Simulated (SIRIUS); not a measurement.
**Energy of Si$_{3}$C along an even scaling of the cell**

System: Si$_{3}$C (4 atoms in the cell).
Method: Kohn-Sham DFT of a periodic cell, PBE, dojo-sr-pbe-0.4.1-standard, no spin polarisation (SIRIUS 7.10.0).

The 7 runs differ only in the geometry, by an even scaling of the cell at fixed fractional positions. The structure was built on a prototype by a generator; it need not be a known phase.

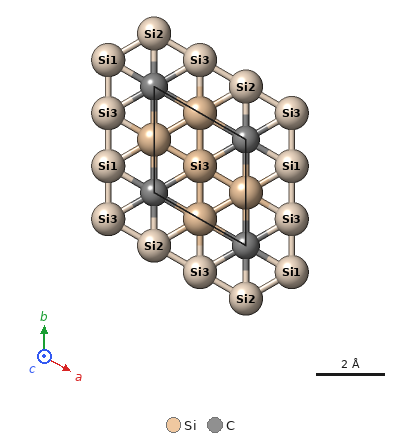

Figure 1. The structure of run 4 (ball-and-stick view of the cell of the calculation, along the c axis; neighbours outside the cell are drawn fainter; atoms are numbered from 1 in the order of the input). An atom can appear more than once, as a periodic image.

### Input of run 4
```
{
  "control": {
    "processing_unit": "cpu",
    "verbosity": 2,
    "num_bands_to_print": 15,
    "print_forces": true,
    "print_stress": true
  },
  "parameters": {
    "electronic_structure_method": "pseudopotential",
    "xc_functionals": ["XC_GGA_X_PBE", "XC_GGA_C_PBE"],
    "gk_cutoff": 9.1,
    "pw_cutoff": 18.2,
    "ngridk": [10, 10, 6],
    "shiftk": [0, 0, 0],
    "smearing": "fermi_dirac",
    "smearing_width": 0.0018374661,
    "num_bands": 15,
    "num_mag_dims": 0,
    "num_dft_iter": 100,
    "energy_tol": 1e-08,
    "density_tol": 1e-06
  },
  "iterative_solver": {
    "type": "davidson",
    "min_tolerance": 1e-09,
    "tolerance_scale": [0.1, 0.25]
  },
  "mixer": {
    "type": "anderson",
    "beta": 0.7,
    "max_history": 8
  },
  "settings": {
    "tol_ne": 1e-10,
    "pseudo_grid_cutoff": 6.5
  },
  "unit_cell": {
    "lattice_vectors": [
      [1.0, 0.0, 0.0],
      [-0.5, 0.866025405828, 0.0],
      [0.0, 0.0, 1.408924599594]
    ],
    "lattice_vectors_scale": 5.9587069795,
    "atom_coordinate_units": "lattice",
    "atom_types": ["Si", "C"],
    "atom_files": {
      "C": "C.json",
      "Si": "Si.json"
    },
    "atoms": {
      "Si": [
        [0.5, 0.0, 0.5],
        [0.0, 0.5, 0.5],
        [0.5, 0.5, 0.5]
      ],
      "C": [
        [0.0, 0.0, 0.5]
      ]
    }
  }
}
```

Command:
```bash
upf_to_json C.upf
upf_to_json Si.upf
OMP_NUM_THREADS=1 sirius.scf --input=sirius.json --output=out.json --task=0
```

Lattice vectors (Å) and fractional positions of run 4:
```
   3.153212    0.000000    0.000000
  -1.576606    2.730762    0.000000
   0.000000    0.000000    4.442638
Si  0.500000  0.000000  0.500000
Si -0.000000  0.500000  0.500000
Si  0.500000  0.500000  0.500000
C   0.000000  0.000000  0.500000
```

Run 3 has the same physical settings and fractional positions; its lattice vectors (Å) are:
```
   3.132049    0.000000    0.000000
  -1.566024    2.712434    0.000000
   0.000000    0.000000    4.412821
```

### Results, with one run withheld

| run | volume per atom (Å³) | free energy per atom, from the lowest run given (meV) | pressure (GPa) |
| --- | --- | --- | --- |
| 1 | 8.990 | 3419.00 | 559.46 |
| 2 | 9.181 | 2769.56 | 528.89 |
| 3 | 9.372 | ? | ? |
| 4 | 9.564 | 1572.90 | 474.79 |
| 5 | 9.755 | 1020.76 | 450.33 |
| 6 | 9.946 | 497.06 | 427.20 |
| 7 | 10.137 | 0.00 | 405.71 |

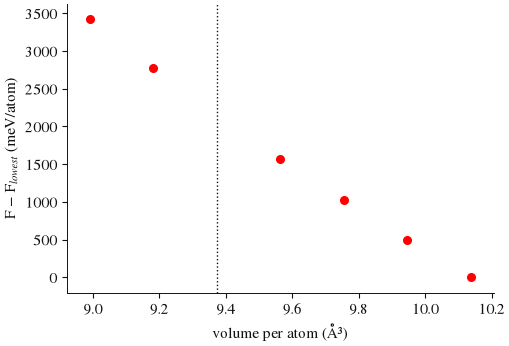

Figure 2. Free energy per atom of the runs given; the dotted line marks run 3.

What should run 3 give?

A cubic polynomial in V^(−2/3) (the Birch–Murnaghan form), fitted to the 6 runs given, misses them by at most 0.70 meV per atom. With x = V^(−2/3) − 0.22168 Å⁻², it reads F = 1522 + 1.9114e+05 x + 6.3315e+05 x² + 1.294e+06 x³ (meV per atom). At run 3 it gives 2156.46 meV per atom, and the run itself gives 2155.10. The slope of the fit gives a pressure −dF/dV of 500.83 GPa there, and the run prints 500.80 GPa. The fit has no minimum inside this range. The miss comes from the order of the polynomial or from scatter in that run; these data can't tell which.

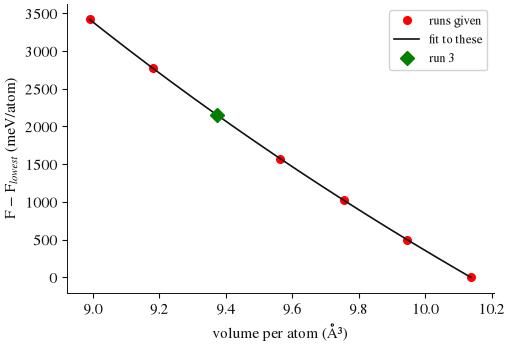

Figure 3. The fit and the withheld run.

### Some lines of the output (run 3)
```
[...]
[find] Efermi                         :       0.50153329
[find] Total energy                   :     -16.63067141 (Ha),     -33.26134281 (Ry)
[find] Free energy (E-TS)             :     -16.63099170 (Ha),     -33.26198341 (Ry)
[find] Efermi                         :       0.50156215
[find] Total energy                   :     -16.63067128 (Ha),     -33.26134256 (Ry)
[find] Free energy (E-TS)             :     -16.63099179 (Ha),     -33.26198358 (Ry)
[find] Efermi                         :       0.50155558
[find] Total energy                   :     -16.63067137 (Ha),     -33.26134273 (Ry)
[find] Free energy (E-TS)             :     -16.63099181 (Ha),     -33.26198362 (Ry)
[find] Efermi                         :       0.50155813
[find] Total energy                   :     -16.63067138 (Ha),     -33.26134276 (Ry)
[find] Free energy (E-TS)             :     -16.63099182 (Ha),     -33.26198363 (Ry)
[find] Efermi                         :       0.50155851
[find] Total energy                   :     -16.63067139 (Ha),     -33.26134277 (Ry)
```
